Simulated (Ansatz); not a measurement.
# Geometry relaxation, with input and output: CoO (part 2 of 2)

CoO (I4/mmm, 2 atoms in the cell); DFT PBE, scalar-relativistic, plane waves, PAW, spin-polarised (Ansatz 0.2.0); cutoff 420 eV, 20×20×20 k-mesh, Gaussian smearing of 0.1 eV, collinear spins. The structure derives from an entry of the Crystallography Open Database.

Geometry of the input (Å; fractional positions):
```
-1.5080  1.5080  2.1072
1.5080  -1.5080  2.1072
1.5080  1.5080  -2.1072
Co 0.0000  0.0000  0.0000
O  0.5000  0.5000  0.0000
```

### Output, continued
```
--- Per-component energies (eV) ---
  E_band       = -302.065033
  E_kinetic    = 617.787063
  E_local      = -3421.664445  (includes V_loc(G=0)·N_el)
  E_nonlocal   = 514.252205
  E_hartree    = 1405.218746
  E_xc         = -228.713425
  E_vxc        = -293.938551  (∫ρ·V_xc dr)
  E_paw        = -1676.981120  (= ΣΔE_a)
  E_vpaw       = -528.941284  (= ΣTr[D̂ρ^β])
  E_aug_tail   = 0.002475  (compensation charges beyond the density's cutoff)
  E_ewald      = -2901.990140
  E_smearing   = -0.020844  (= −TS)
  E_closure    = -0.000000  (closes the sum)
  Σ components = -5692.109486   (vs F -5692.109486, Δ=0.00e0)
--- Forces (eV/Å), atoms counted from 1 ---
  atom   1  Co    -0.00000000     0.00000000     0.00000000
  atom   2  O      0.00000000     0.00000000     0.00000000
  max |Σ_I F_I| component: 6.31e-30 eV/Å
--- Stress (GPa, compression-positive) ---
       -0.026755       0.000000      -0.000000
        0.000000      -0.026755      -0.000000
       -0.000000      -0.000000       0.040778
  P = ⅓ Tr σ = -0.0042 GPa (-0.042 kbar)
--- Band table (eV; the first three rows and the last of 1282) ---
  k-point 0 ↑: bands = ["-82.8319", "-46.1604", "-46.0637", "-46.0637", "-6.2779", "10.7513", "10.7632", "10.8171", "10.8580", "10.8580", "10.9013", "10.9013", "11.0405", "15.0039", "30.8053", "32.1028", "32.1028", "32.1577"]
  k-point 1 ↑: bands = ["-82.8319", "-46.1608", "-46.0646", "-46.0640", "-6.2430", "10.0168", "10.5412", "10.6187", "10.7629", "10.8795", "11.1834", "11.2862", "11.4359", "15.2597", "30.0761", "31.8033", "31.8037", "33.0142"]
  k-point 2 ↑: bands = ["-82.8316", "-46.1618", "-46.0671", "-46.0650", "-6.1422", "9.1861", "10.2548", "10.3346", "10.7871", "10.8166", "11.4855", "11.5858", "11.8422", "15.9480", "29.0973", "31.1286", "31.2003", "32.1528"]
  k-point 640 ↓: bands = ["-79.7656", "-43.1707", "-43.1048", "-43.1048", "-4.4044", "7.5490", "10.1104", "10.1104", "11.7706", "14.2018", "14.2018", "14.6589", "15.0577", "20.7412", "24.3976", "26.2602", "30.3053", "30.3053"]
--- Relaxed structure (1 steps of the walk, 1 accepted, 1 SCFs on fresh bases) ---
  F+E_penalty+E_count = -5692.10948582 eV   max|allowed force component| = 3.155e-30 eV/Å   (the final SCF, on the basis selected at the relaxed cell)
  cell:  # Å, volume = 19.1681 Å³
    - [-1.5080001529, 1.5080001529, 2.1072499549]
    - [1.5080001529, -1.5080001529, 2.1072499549]
    - [1.5080001529, 1.5080001529, -2.1072499549]
  atoms:
    - { symbol: Co, position: [0.0, 0.0, 0.0] }
    - { symbol: O, position: [0.5, 0.5, 0.0] }
--- Löwdin populations: 2 sites ---
  site symbol       q [e]    m [muB]
     0     Co     15.9068     2.5255
     1      O      6.9722     0.4034
  spilling = 0.005265 (of n_electrons = 23.000000)
```

### File populations.tsv
```
# site	symbol	l	j	q_up	q_dn
# orbitals = lowdin
# n_electrons = 23.000000
# spilling = 0.005265
0	Co	0_3S	-	0.996284	0.996410
0	Co	0_4S	-	0.252321	0.232331
0	Co	1_3P	-	2.999233	2.998678
0	Co	2_3D	-	4.968311	2.463192
1	O	0_2S	-	0.941813	0.898942
1	O	1_2P	-	2.745960	2.385440
```

### Trajectory as extended XYZ (Å, eV, eV/Å), 2 frames, from step=1 to step=2
```
2
Lattice="-1.5080 1.5080 2.1073 1.5080 -1.5080 2.1073 1.5080 1.5080 -2.1073" Properties=species:S:1:pos:R:3:forces:R:3 step=1 energy=-5692.10949 pressure_GPa=-0.00
Co    0.0000    0.0000    0.0000    0.0000   0.0000   0.0000
O     0.0000    0.0000    2.1073    0.0000   0.0000   0.0000
2
Lattice="-1.5080 1.5080 2.1073 1.5080 -1.5080 2.1073 1.5080 1.5080 -2.1073" Properties=species:S:1:pos:R:3:forces:R:3 step=2 energy=-5692.10949 pressure_GPa=-0.00
Co    0.0000    0.0000    0.0000    0.0000   0.0000   0.0000
O     0.0000    0.0000    2.1073    0.0000   0.0000   0.0000
```

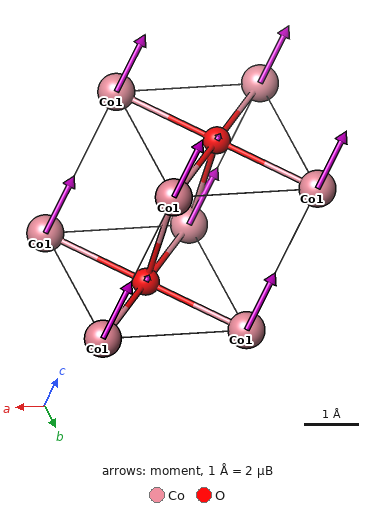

Fig. 1: Magnetic moments of the sites as pink arrows (ball-and-stick view of the cell of the calculation, seen at an oblique angle; atoms are numbered from 1 in the order of the input); small moments hardly show. The run is collinear, so the axis drawn is arbitrary. Site moments: Co1 (2.48 μB); O2 (0.32 μB). They are counted near the atoms and needn't add up to the moment of the cell.

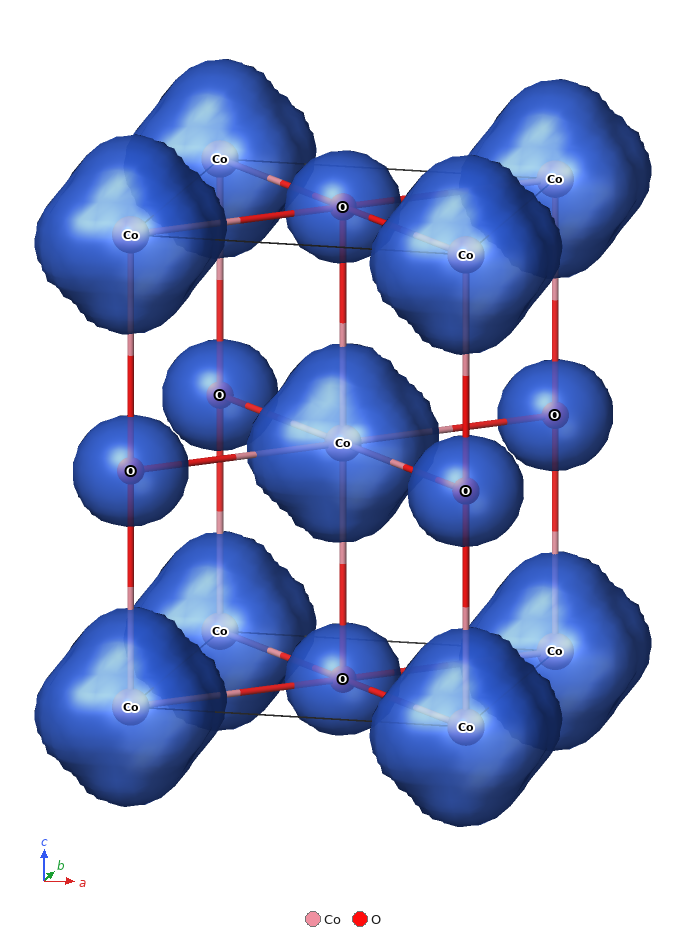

Fig. 2: Isosurfaces of the spin density (up minus down) at +0.2 (blue) and −0.2 e/Å³ (red), seen slightly off an axis. Sticks mark near contacts. The outline is the cell set on symmetry axes. The cell of the calculation (2 atoms) carries 2.9 μB net. Only one sign reaches the isovalue. The fields are those of the smooth PAW valence density.

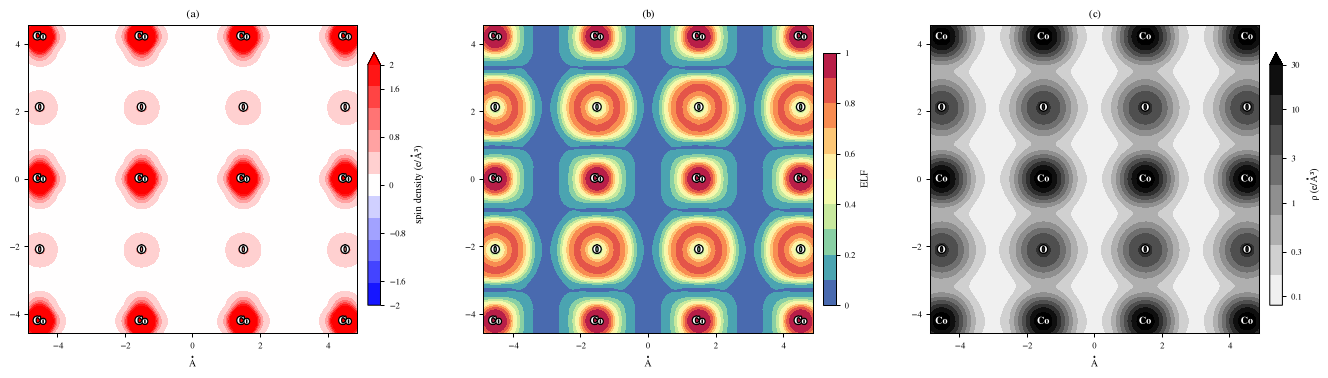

Fig. 3: (a) magnetisation density (up minus down); (b) electron localisation function; (c) valence electron density on the (100) plane of the conventional cell. Atoms in the plane: Co and O. Co–O (2.11 Å): the density is about 0.44 e/Å³ at the midpoint; the ELF is about 0.15 at the midpoint (a polar contact without a shared pair, in a metal). Away from the nuclei the density in this plane falls to 0.08 e/Å³ at its lowest. The strong features right at Co lie inside the PAW spheres (semicore, d or f shells) and say nothing about bonding. The cell of the calculation (2 atoms) carries 2.9 μB net.

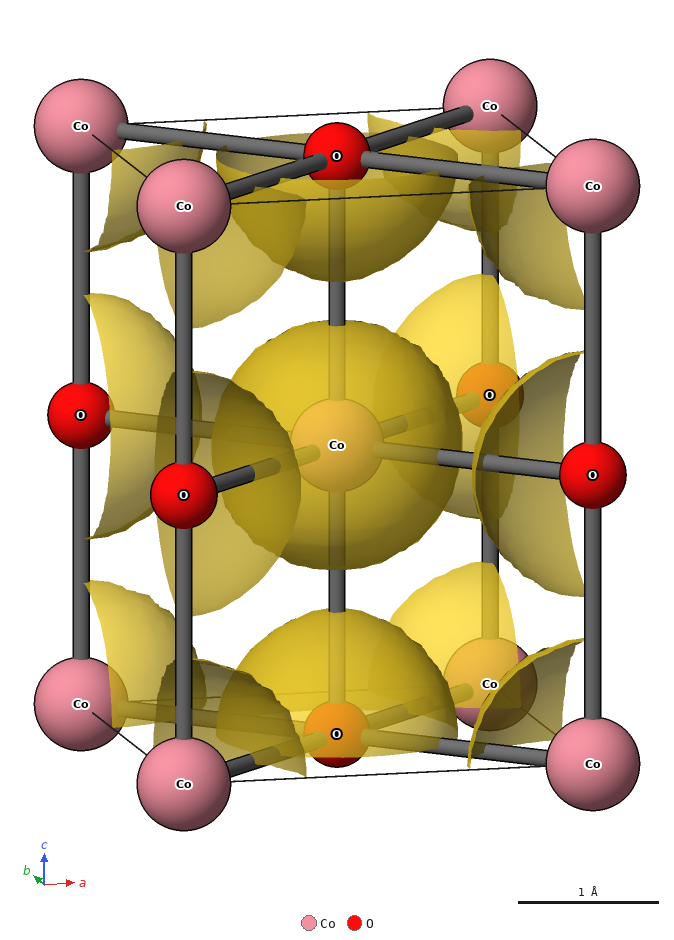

Fig. 4: Isosurface of the valence charge density (pseudo) at 0.6 e/Å³ (yellow), seen slightly off an axis. Sticks mark near contacts. The outline is the cell set on symmetry axes. At this value the density breaks into separate islands; it holds about 85 % of the electrons treated as valence (semicore included). It is pinched off along the Co–O (2.11 Å) contacts. On the grid the lowest density along these lines, outside the cores, is 0.43 e/Å³ (Co–O, 2.11 Å).

### Summary

| quantity | value |
| --- | --- |
| outcome | converged |
| space group (tolerance 0.01 Å) | I4/mmm (139) |
| electrons treated | 23 |
| free energy | −5692.1095 eV |
| Fermi energy | 14.058 eV |
| gap on the k-point mesh | none (metallic) |
| net moment of the cell | 2.92 μB |
| integrated absolute moment | 2.94 μB |
| pressure | 0.00 GPa |
| final volume | 19.17 Å³ |
| largest force (length of the vector) at the end | under 0.001 eV/Å |
| final cell | a = 2.998 Å, b = 2.998 Å, c = 2.998 Å, α = 119.60°, β = 119.60°, γ = 90.69° |
| hardware | 2 threads of Intel Xeon @ 2.50GHz (Skylake/Cascade Lake), 32 GiB of memory available, shared host |
| wall time | 47 s (CPU time 89 s) |
| peak memory | 0.72 GiB |
